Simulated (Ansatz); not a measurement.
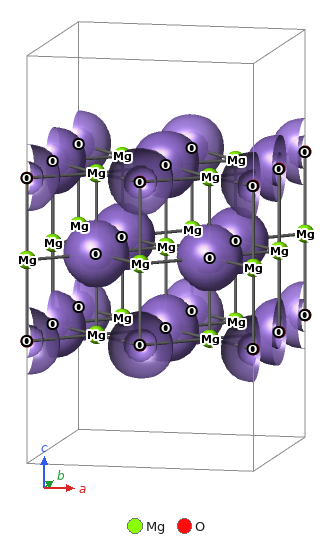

Figure 1: MgO (slab). Isosurface of the electron localisation function at 0.75 (purple), seen at an oblique angle. Only the valence region is drawn (cores and ρ < 0.01 e/Å³ removed). Sticks mark near contacts.

Not relaxed (largest force 0.4 eV/Å); PAW files of the earlier set (soft_1).

Theory: DFT PBE, scalar-relativistic, plane waves, PAW in Ansatz 0.2.0.

```yaml
crystal:
  lattice:
    - [6.01718, 0.00000, 0.00000]
    - [0.00000, 6.01718, 0.00000]
    - [0.00000, 0.00000, 20.87996]
  atoms:
    - { symbol: Mg, position: [0.25000, 0.25000, 0.19157] }
    - { symbol: Mg, position: [0.25000, 0.75000, 0.19157] }
    - { symbol: Mg, position: [0.75000, 0.25000, 0.19157] }
    - { symbol: Mg, position: [0.75000, 0.75000, 0.19157] }
    - { symbol: O, position: [0.00000, 0.00000, 0.19157] }
    - { symbol: O, position: [0.00000, 0.50000, 0.19157] }
    - { symbol: O, position: [0.50000, 0.00000, 0.19157] }
    - { symbol: O, position: [0.50000, 0.50000, 0.19157] }
    - { symbol: Mg, position: [0.00000, 0.00000, 0.29370] }
    - { symbol: Mg, position: [0.00000, 0.50000, 0.29370] }
    - { symbol: Mg, position: [0.50000, 0.00000, 0.29370] }
    - { symbol: Mg, position: [0.50000, 0.50000, 0.29370] }
    - { symbol: O, position: [0.25000, 0.25000, 0.29323] }
    - { symbol: O, position: [0.25000, 0.75000, 0.29323] }
    - { symbol: O, position: [0.75000, 0.25000, 0.29323] }
    - { symbol: O, position: [0.75000, 0.75000, 0.29323] }
    - { symbol: Mg, position: [0.25000, 0.25000, 0.39421] }
    - { symbol: Mg, position: [0.25000, 0.75000, 0.39421] }
    - { symbol: Mg, position: [0.75000, 0.25000, 0.39421] }
    - { symbol: Mg, position: [0.75000, 0.75000, 0.39421] }
    - { symbol: O, position: [0.00000, 0.00000, 0.39655] }
    - { symbol: O, position: [0.00000, 0.50000, 0.39655] }
    - { symbol: O, position: [0.50000, 0.00000, 0.39655] }
    - { symbol: O, position: [0.50000, 0.50000, 0.39655] }
```

Question: Identify the bonds, lone pairs and shells in this picture.

Answer: At this value the surface marks out twelve regions wrapped around O (the valence shell of each), counted in one cell of 24 atoms. Counts are for one cell; the picture repeats the cell along the surface.

Values along the shortest contacts:
Mg–O (2.11 Å): the ELF peaks at about 0.80 in the valence shell of O, 0.7 Å from its nucleus, and is about 0.35 at the midpoint; an ionic contact with no shared pair.
